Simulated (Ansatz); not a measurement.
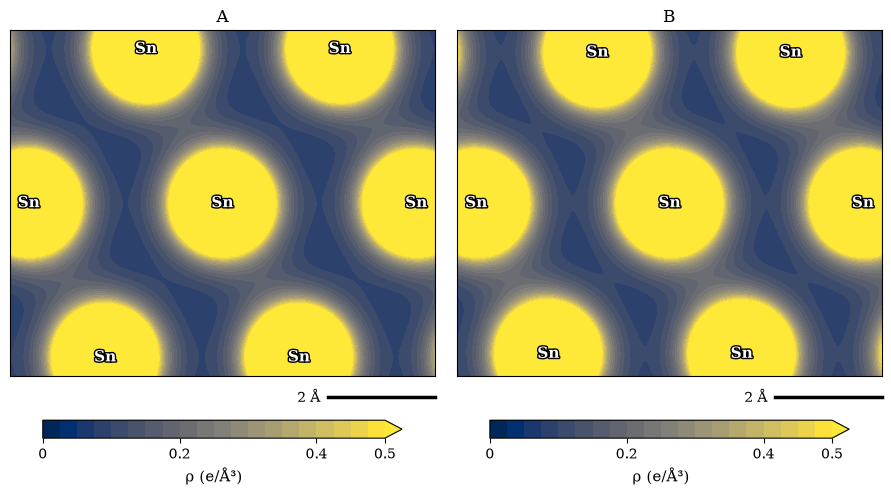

Sn. The valence charge density (pseudo) of two cells that differ in size and shape, on the (101̄) plane of each (indices in the axes of the calculation cell), at one length scale and on one colour scale; one has 28.2 and the other 29.5 Å³ an atom.

Level of theory: DFT PBE, scalar-relativistic, plane waves, PAW (Ansatz 0.2.0).

In a PAW calculation such maps are meaningful between the atoms, not at the nuclei.

Which panel shows the smaller cell, and what does the compression change?

Answer. Panel B is the smaller cell, by 4 % in volume. From the larger cell to the smaller, Sn–Sn goes from 3.23 to 3.13 Å, and the density at its midpoint from 0.18 to 0.2 e/Å³; the pressure goes from −1.9 to 0.3 GPa.
